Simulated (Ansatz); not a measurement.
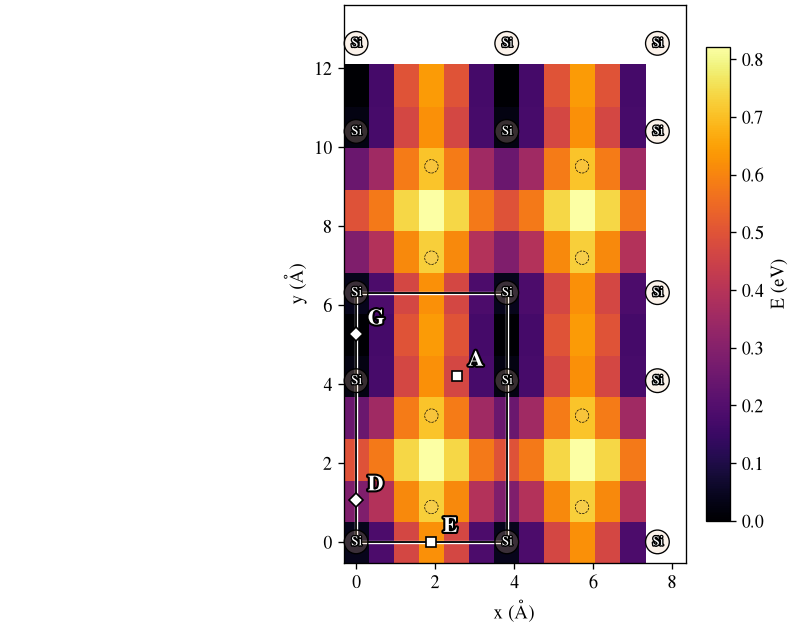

S on a Si(100) slab cut from the P6_3/mmc phase, its upper half relaxed before the scan (8 atoms of substrate and one adsorbate in a 1 × 1 cell). 
- S is moved over the surface cell at a fixed height above a rigid substrate; the origin of the map has the adsorbate above Si7; the height is held at 3.00 Å.
- Places are given modulo a cell vector. The map is drawn in real space over the plane of the surface.
- Grid: 6 × 6 points; 24 points were computed and 12 follow by symmetry.
- Energies are in eV, from the lowest grid point.
- The magnetic moment jumps between some neighbouring points. With one adsorbate in each 1 × 1 cell, its nearest image is 3.8 Å away, so neighbouring adsorbates interact. At a fixed height the lowest place need not be the adsorption site.
- All numbers below come from DFT PBE+D3(BJ), scalar-relativistic, plane waves, PAW (Ansatz 0.2.0). Settings: cutoff 420 eV, k-mesh 7×4×1, gaussian smearing 0.05 eV, spin-polarised.

In the figure: one coloured cell a grid point, labelled circles for the atoms of the top layer and small ones for the second layer, the outline of one cell of the 2 × 2 shown, lettered points.

Is A the lowest point of the computed grid?

No. A lies 0.47 eV above the lowest grid point, which is at (0/6, 5/6) of the cell vectors [nearest 2 Si at 3.20 Å].

Rank the lettered points by energy, lowest first.

G (0.00 eV), D (0.29 eV), A (0.47 eV), E (0.62 eV).

PAW datasets: the set soft_1.
